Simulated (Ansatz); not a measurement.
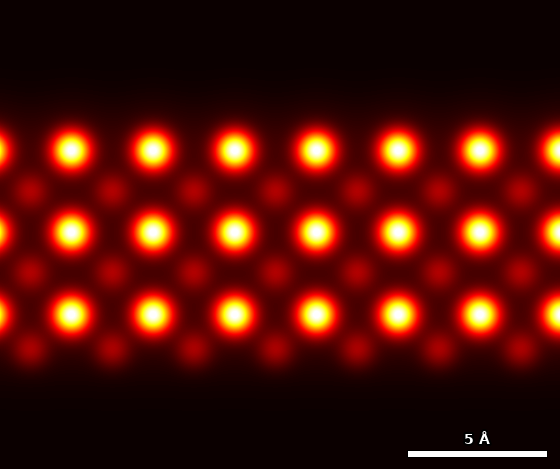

Cross-section of a slab, seen along a direction in its plane, the normal pointing up. Simulated incoherent Z contrast: every atom adds Z^1.6 spread by a probe of 1.00 Å full width; channelling and multiple scattering are left out. The probe carries 25 % of its weight in a tail 2.5 times as wide. The display is stretched by a gamma of 0.8; percentages refer to the linear signal. Structure: the end point of a relaxation in a fixed cell under constraints with Ansatz 0.2.0, DFT PBEsol, scalar-relativistic, plane waves, PAW. The model holds Ru and Al.

Question: How many atomic planes does the slab have, and what do they hold from top to bottom?

Answer: 6 planes (atoms within 0.35 Å in height count as one plane):

| plane | content | depth below the top plane (Å) |
| --- | --- | --- |
| 1 | Ru | 0.0 |
| 2 | Al | 1.5 |
| 3 | Ru | 3.0 |
| 4 | Al | 4.4 |
| 5 | Ru | 6.0 |
| 6 | Al | 7.2 |

Question: How thick is it, and how does it end on either side?

Answer: The outermost planes are 7.2 Å apart. The upper face ends in Ru and the lower in Al, so the sequence of planes is different from the two sides.

The model is a (100) slab of AlRu (Pm-3m).
